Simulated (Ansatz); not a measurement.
# Zr$_{2}$SiO$_{4}$ (slab): what the fields show

The calculation's input:

```
crystal:
  lattice:
    - [3.597441458, 0.0, 0.0]
    - [-1.798720729, 3.1154756913, 0.0]
    - [0.0, 0.0, 21.3728427344]
  atoms:
    - { symbol: O, position: [0.0, 0.0, 0.1871533913] }
    - { symbol: Zr, position: [0.6666666667, 0.3333333333, 0.221511229] }
    - { symbol: O, position: [0.3333333333, 0.6666666667, 0.2558690668] }
    - { symbol: O, position: [0.6666666667, 0.3333333333, 0.3197992968] }
    - { symbol: Zr, position: [0.3333333333, 0.6666666667, 0.3546358399] }
    - { symbol: O, position: [0.0, 0.0, 0.3917514782] }
    - { symbol: Si, position: [0.0, 0.0, 0.4946858434], spin: 2.0 }
basis:
  ecutwfc: 420
kpoints:
  mp_grid: { grid: [9, 9, 1] }
hamiltonian:
  xc: pbe
  pseudopotentials: { kind: paw, azcp: { folder: soft_1 } }
  dispersion: d3bj
scf:
  occupations: { method: gaussian, width: 0.05 }
output:
  forces: true
  eigenvalues: true
  populations: true
  write_density: true
  write_potential: true
  elf: true
  volumetric_format: npy
magnetization:
  spin_polarized: true
efield:
  axis: 3
  dipole_correction: true
  ramp_width: 0.04
```

Launched as:

```sh
ansatz run input.yaml --threads 1 --pin off --max-ram 3072MiB --backend cpu --events-out ev --progress --plain --runs-dir out
```

A point of a scan over the structure, not its minimum; not relaxed (largest force 1.2 eV/Å); PAW files of the earlier set (soft_1); the program warned that a starting moment wasn't kept; spin-polarised, but the moments vanished.

The calculation used DFT PBE+D3(BJ), scalar-relativistic, plane waves, PAW in Ansatz.

The density is the valence pseudo-density of a PAW calculation; it isn't the true density close to the nuclei.

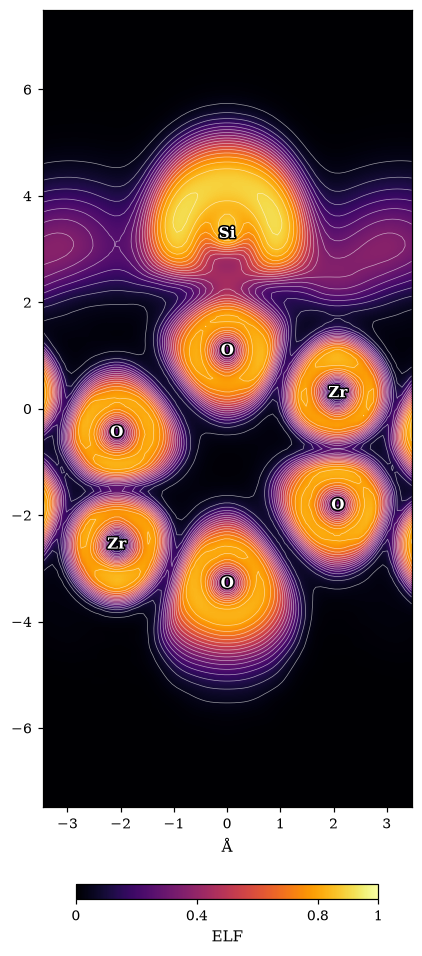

Figure 1. Electron localisation function on the (110) plane of the calculation cell, a cut from vacuum to vacuum.

Q: Interpret the plot.

A: Atoms in the plane: O, Zr and Si. Zr–O (2.10 Å): the ELF peaks at about 0.85 in the valence shell of O, 0.6 Å from its nucleus, and drops to about 0.25 between the two atoms: no shared electron pair shows on this line. Zr–Si (3.64 Å): the ELF is about 0.20 at the midpoint and 0.10 at its lowest between the atoms: no localised pair shows between them. Zr–O (2.20 Å): the ELF peaks at about 0.85 in the valence shell of O, 0.6 Å from its nucleus, and drops to about 0.20 between the two atoms (no localised pair shows between them). The features right at Zr lie inside the PAW spheres, where the map follows smoothed inner orbitals and isn't to be read closely.

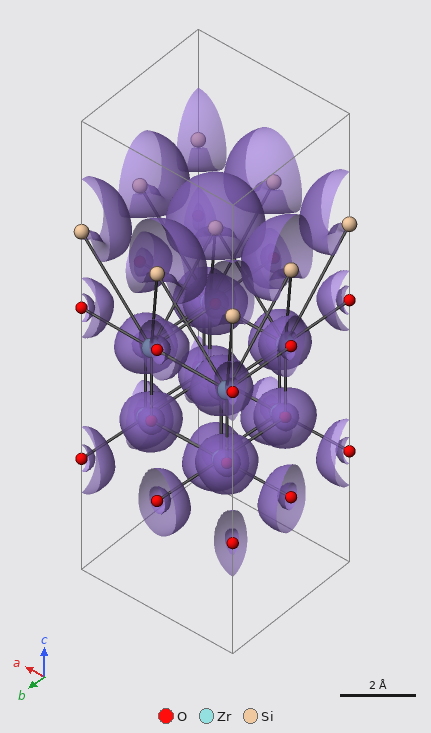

Figure 2. Isosurface of the electron localisation function at 0.7 (purple), seen at an oblique angle. Core shells and regions of very low density are left out. Sticks mark near contacts.

Q: What do the ELF domains correspond to?

A: The surface consists of one lobe on Si, pointing away from the bonds (lone pairs) and four regions wrapped around O (the valence shell of each), counted in one cell of 7 atoms. Counts are for one cell; the picture repeats the cell along the surface.

Q: Does the calculation make it a metal, or give it a gap?

A: It is gapless in this calculation (a metal or semimetal).
